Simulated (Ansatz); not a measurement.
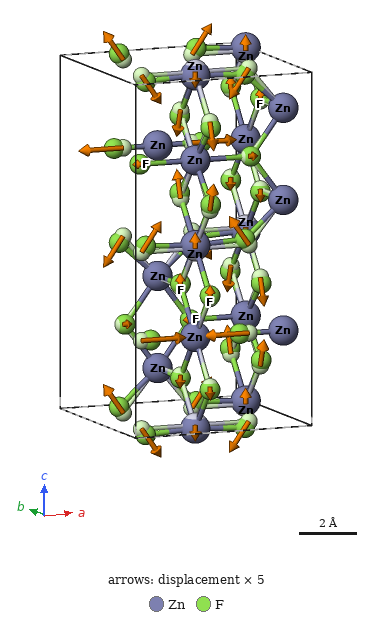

A relaxation of a defect cell of composition Zn7F16 (started half-way along a vacancy jump, in the symmetry of that start). The starting structure is drawn faded, the final one solid; orange arrows show the displacements, 5 times their true length.

Style: ball-and-stick. Shown: the conventional cell (2 times the calculation's cell) (origin shifted), slightly off an axis. Lengths and directions refer to the drawn axes.

Computed with DFT PBE, scalar-relativistic, plane waves, PAW (Ansatz 0.2.0).

Input file:
```yaml
crystal:
  lattice:
    - [4.800251152, -4.800251152, 0.0]
    - [-4.800251152, -4.800251152, 0.0]
    - [0.0, 4.800251152, -6.3503954162]
  atoms:
    - { symbol: Zn, position: [0.125, 1.125, 0.25] }
    - { symbol: Zn, position: [0.75, 0.75, 0.5] }
    - { symbol: Zn, position: [0.5, 0.5, 0.0] }
    - { symbol: Zn, position: [0.625, 0.125, 0.25] }
    - { symbol: Zn, position: [0.375, 0.875, 0.75] }
    - { symbol: Zn, position: [0.125, 0.625, 0.25] }
    - { symbol: Zn, position: [0.875, 0.375, 0.75] }
    - { symbol: F, position: [0.75, 0.445626766, 0.5] }
    - { symbol: F, position: [0.5, 0.195626766, 0.0] }
    - { symbol: F, position: [0.25, 0.945626766, 0.5] }
    - { symbol: F, position: [0.0, 0.695626766, 0.0] }
    - { symbol: F, position: [0.320626766, 0.125, 0.25] }
    - { symbol: F, position: [0.070626766, 0.875, 0.75] }
    - { symbol: F, position: [0.820626766, 0.625, 0.25] }
    - { symbol: F, position: [0.570626766, 0.375, 0.75] }
    - { symbol: F, position: [0.75, 0.054373234, 0.5] }
    - { symbol: F, position: [0.5, 0.804373234, 0.0] }
    - { symbol: F, position: [0.25, 0.554373234, 0.5] }
    - { symbol: F, position: [0.0, 0.304373234, 0.0] }
    - { symbol: F, position: [0.929373234, 0.125, 0.25] }
    - { symbol: F, position: [0.679373234, 0.875, 0.75] }
    - { symbol: F, position: [0.429373234, 0.625, 0.25] }
    - { symbol: F, position: [0.179373234, 0.375, 0.75] }
basis:
  ecutwfc: 420
kpoints:
  mp_grid: { grid: [4, 4, 4] }
hamiltonian:
  xc: pbe
scf:
  occupations: { method: gaussian, width: 0.05 }
output:
  forces: true
  stress: true
  eigenvalues: true
  write_density: true
  write_potential: true
  elf: true
  volumetric_format: npy
relax:
  adjacent_minimum: "off"
  f_tol: 0.02
  max_steps: 60
  escape_saddle: false
```

Launched with:
```bash
ansatz run input.yaml --threads 4 --pin off --max-ram 9216MiB --backend cpu --events-out ev --progress --plain --runs-dir out
```

**Which element moves most?**

Fluorine: up to 0.35 Å, against 0.12 Å for zinc.

**Describe the change and its energy.**

After 5 accepted moves (6 points after the start) the energy has fallen by 10.092 eV per cell of the calculation. The largest force component goes from 25 to 0.0094 eV/Å. 1 step only repeated the SCF at the same geometry. The largest moves, 0.35 Å, are those of F12 and F20. F20 goes along −a. Largest moves by element: F 0.35 Å, Zn 0.12 Å. The lattice vectors keep their values. Some distances before and after: Zn4–F12 2.066 → 1.717 Å, Zn1–F12 1.328 → 1.677 Å, Zn5–F13 2.066 → 1.914 Å, Zn5–F10 2.070 → 2.178 Å. Among the angles between lasting bonds that change: F13–Zn2–F21 79.8° → 97.4°, Zn3–F15–Zn7 129.9° → 141.6°, F13–Zn2–F22 180.0° → 168.4°. The run took 4.6 min on 4 threads of Intel(R) Xeon(R) Platinum 8259CL CPU @ 2.50GHz (Skylake/Cascade Lake), with other jobs on the host, peak memory 1.4 GiB.

Limits of the set-up: the periodic images lie only 6.8 Å apart, so the values are limited by the cell's size.
